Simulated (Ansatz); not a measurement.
## Electronic structure of C4H10O (SMILES CC(C)(C)O) in real space

Input

```
crystal:
  periodic: [false, false, false]
  atoms:
    - {symbol: C, position_ang: [-1.254383, 0.485464, 0.515845]}
    - {symbol: C, position_ang: [0.134154, 0.198266, -0.039333]}
    - {symbol: C, position_ang: [1.035779, -0.375183, 1.037960]}
    - {symbol: C, position_ang: [0.052221, -0.744503, -1.232352]}
    - {symbol: O, position_ang: [0.755618, 1.419980, -0.434421]}
    - {symbol: H, position_ang: [-1.189118, 1.187557, 1.349414]}
    - {symbol: H, position_ang: [-1.895675, 0.925359, -0.254466]}
    - {symbol: H, position_ang: [-1.737848, -0.429150, 0.867774]}
    - {symbol: H, position_ang: [1.114268, 0.322190, 1.874217]}
    - {symbol: H, position_ang: [2.037635, -0.545887, 0.639256]}
    - {symbol: H, position_ang: [0.641009, -1.323089, 1.409051]}
    - {symbol: H, position_ang: [-0.380750, -1.706825, -0.948469]}
    - {symbol: H, position_ang: [1.048330, -0.918840, -1.643932]}
    - {symbol: H, position_ang: [-0.575295, -0.317094, -2.020813]}
    - {symbol: H, position_ang: [0.214055, 1.821755, -1.119722]}
basis:
  gaussian: {orbitals: def2-TZVPP}
hamiltonian: {xc: pbe0, dispersion: d4}
output: {orbitals: {seedname: orbitals}}
```

Command:

```sh
ansatz run in.yaml --threads 2 --pin off --events-out ev --progress --plain --max-ram 32768MiB --backend cpu
```

Geometry: PBE0-D4/def2-TZVP.

Level of theory: RKS PBE0-D4/def2-TZVPP (Ansatz).

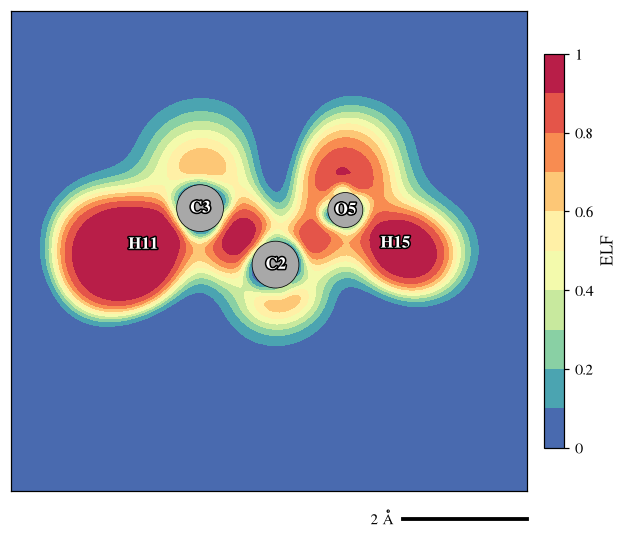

Figure 1. Electron localisation function on the plane of atoms C2, O5 and H15. Grey discs cover the atomic cores.

Interpret the plot.

The plane passes through C, O and H nuclei. C–O (1.43 Å): the ELF peaks at about 0.85 between the atoms: a polar covalent bond. C–C (1.52 Å): the ELF peaks at about 0.95 between the atoms; a covalent bond. O–H (0.96 Å): the ELF climbs to about 1 towards the hydrogen, as it does in any bond to H (a covalent bond by its length). C–H (1.09 Å): the ELF climbs to about 1 towards the hydrogen (a covalent bond by its length). The ELF also peaks beside O5, away from the bonds: lone-pair regions.

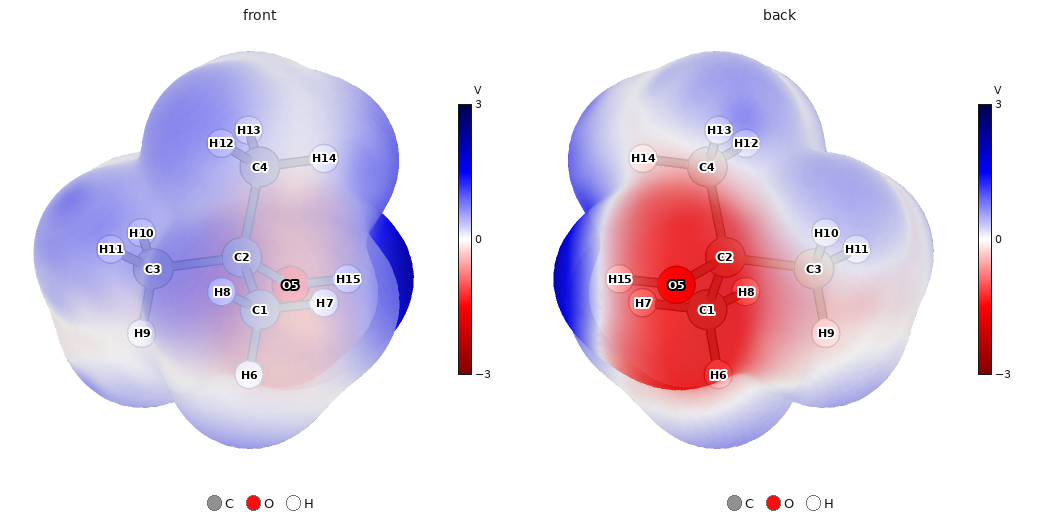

Figure 2. The molecular electrostatic potential painted on the density surface at 0.002 e/bohr³, seen from the front and from behind; red is negative and blue positive.

Where is the surface potential most negative and most positive?

The most negative region (about −1.7 V) lies over O5, the most positive (about +2.1 V) over H15. O5 is the likeliest acceptor of a hydrogen bond.

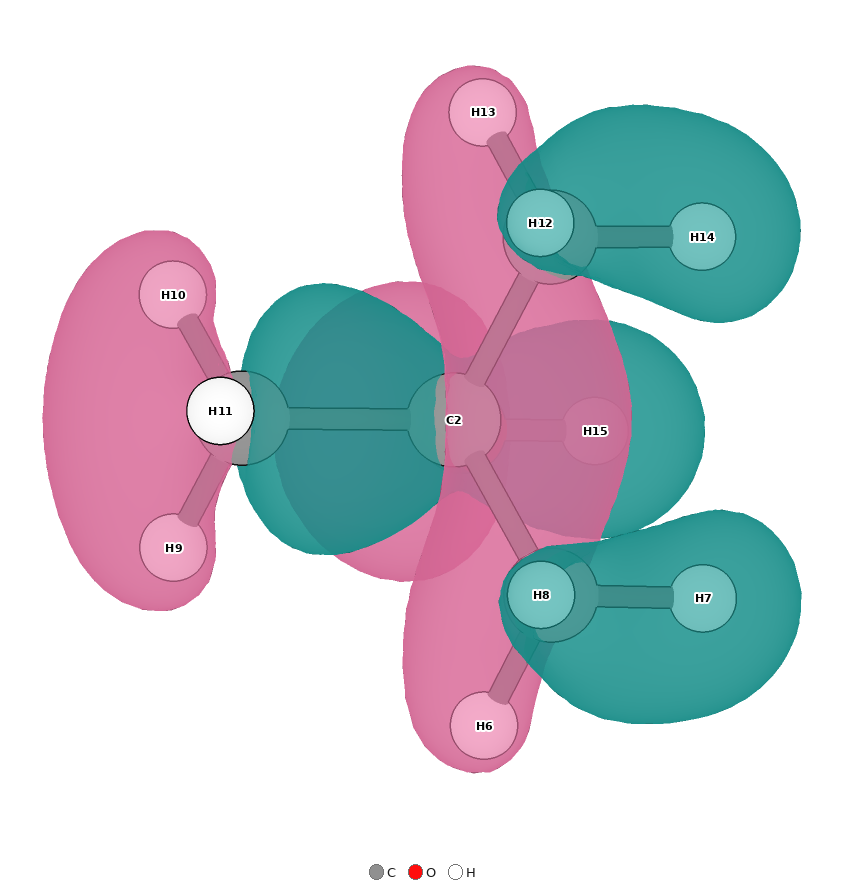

Figure 3. The HOMO−1 at ±0.08 Å⁻³ᐟ² (teal and pink are the two phases), seen across its widest extent.

Describe this orbital and give its energy.

Its weight (Hirshfeld) is mainly on O5 (about 25 %), C2 (about 20 %), C3 (about 15 %), C1 (about 10 %) and C4 (about 10 %). Its energy is −9.01 eV.
